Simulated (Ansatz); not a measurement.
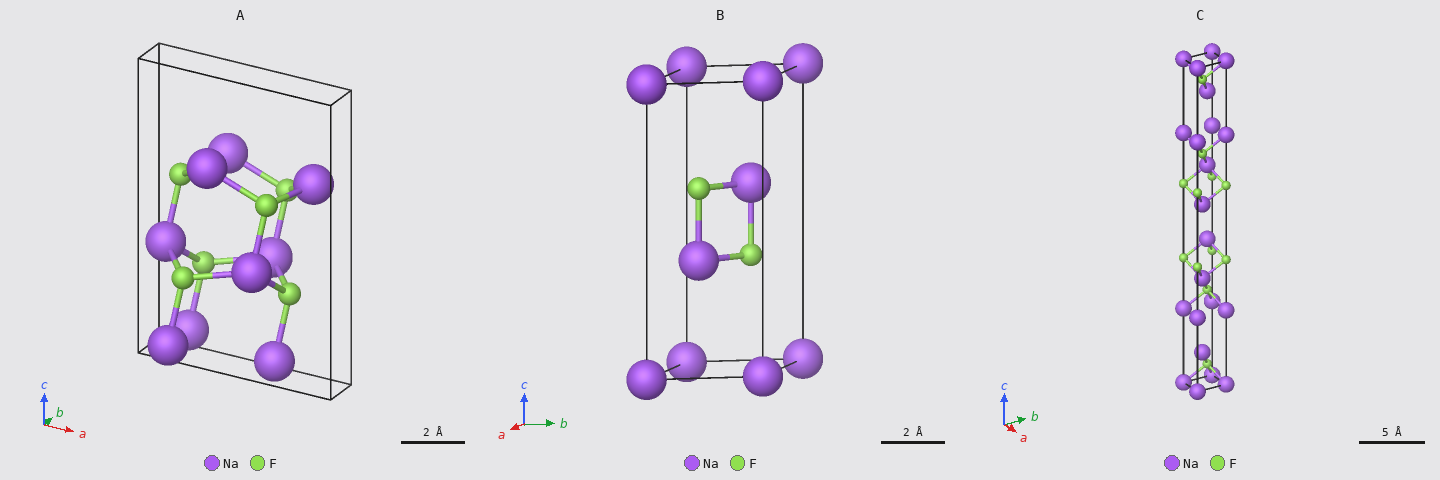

Three structures of Na3F2, each relaxed to rest (conventional cells in solid outline, small ones repeated, each panel with its own scale). Method: DFT PBE, scalar-relativistic, plane waves, PAW (Ansatz), without spin polarisation.

What are the structures shown?

Answer. A: 10 atoms a cell on a base-centred monoclinic lattice, Cm; B: 5 atoms a cell on a primitive hexagonal lattice, P-3m1; C: 15 atoms a cell on a rhombohedral (trigonal R) lattice, R-3m.

Rank them by energy, lowest first.

Answer. C, then A (+50 meV/atom) and B (+95 meV/atom), energies at zero smearing.

Collect the results in a table.

Answer.
| panel | structure | E − E(lowest) (meV/atom) | volume (Å³/atom) | gap (eV) |
| --- | --- | --- | --- | --- |
| C | R-3m | 0 | 17.2 | metal |
| A | Cm | 50 | 21.8 | metal |
| B | P-3m1 | 95 | 24.3 | metal |

Some of these may be structure types tried for this composition rather than known phases, and the most stable form need not be among them. Gaps are taken on the k-mesh or band path of each run.
